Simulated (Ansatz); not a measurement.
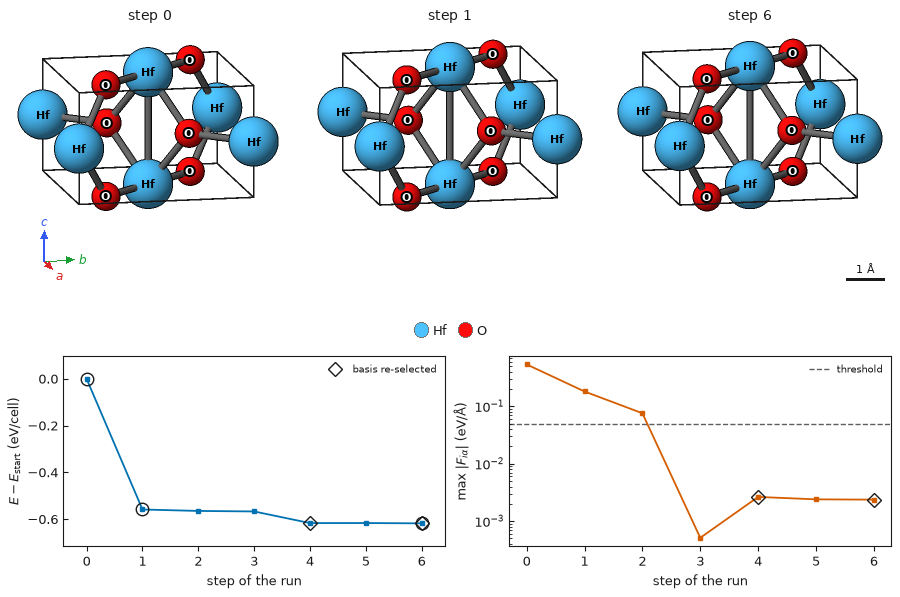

Frames of a relaxation of a crystal of HfO₂ (a generated structure, set up in P4_2/mnm) (coarse preliminary run), marked on the history of the run. Style: ball-and-stick. Shown: the cell of the calculation, slightly off an axis.

Case: Ti → Hf on all its sites, cell and atoms relaxed.

Method: DFT PBE, scalar-relativistic, plane waves, PAW in Ansatz 0.2.0. Set-up: plane-wave cutoff 420 eV; k-point mesh 4 × 4 × 6; occupations gaussian; smearing width 0.1 eV; no spin polarisation; cell and atoms relaxed; force threshold 0.05 eV/Å; at most 60 steps.

> What happens along the run?

The energy falls by 0.618 eV per cell of the calculation in 4 accepted moves (6 points after the start). Largest force component: 0.54 eV/Å at the start, 0.0024 eV/Å at the end. The pressure goes from 26.21 to 0.02 GPa. The SCF was repeated twice at an unchanged geometry on a basis and grid sized afresh for the cell, which shifted the energy by 49.8 meV per cell of the calculation at most. The atoms keep their places relative to the cell (all moves are under 0.005 Å). Cell: a = b 4.795 → 4.880 Å (+1.8 %), c 3.060 → 3.238 Å (+5.8 %). Volume +9.6 %. Among the contacts that change: Hf–Hf 3.060 → 3.238 Å, Hf–O 2.022 → 2.104 Å, Hf–O 2.069 → 2.107 Å. Among the angles between lasting bonds that change: Hf–O–Hf 98.4° → 100.6°. The space group stays P4_2/mnm (No. 136). From step 0 to 1: volume +8.4 %, energy −0.558 eV per cell of the calculation. From step 1 to 6: volume +1.1 %, energy −59.3 meV per cell of the calculation.

```json
{"step": "0", "E − E(0), meV/atom": "0.00", "largest force component, eV/Å": "0.5358", "pressure, GPa": "26.21", "volume, Å³/atom": "11.725", "note": ""}
{"step": "1", "E − E(0), meV/atom": "-93.04", "largest force component, eV/Å": "0.1809", "pressure, GPa": "2.08", "volume, Å³/atom": "12.714", "note": ""}
{"step": "2", "E − E(0), meV/atom": "-94.07", "largest force component, eV/Å": "0.0756", "pressure, GPa": "0.11", "volume, Å³/atom": "12.807", "note": ""}
{"step": "3", "E − E(0), meV/atom": "-94.44", "largest force component, eV/Å": "0.0005", "pressure, GPa": "-0.01", "volume, Å³/atom": "12.796", "note": ""}
{"step": "4", "E − E(0), meV/atom": "-102.73", "largest force component, eV/Å": "0.0026", "pressure, GPa": "1.02", "volume, Å³/atom": "12.796", "note": "same geometry, new basis"}
{"step": "5", "E − E(0), meV/atom": "-102.70", "largest force component, eV/Å": "0.0024", "pressure, GPa": "0.01", "volume, Å³/atom": "12.853", "note": ""}
{"step": "6", "E − E(0), meV/atom": "-102.92", "largest force component, eV/Å": "0.0024", "pressure, GPa": "0.02", "volume, Å³/atom": "12.853", "note": "same geometry, new basis"}
```
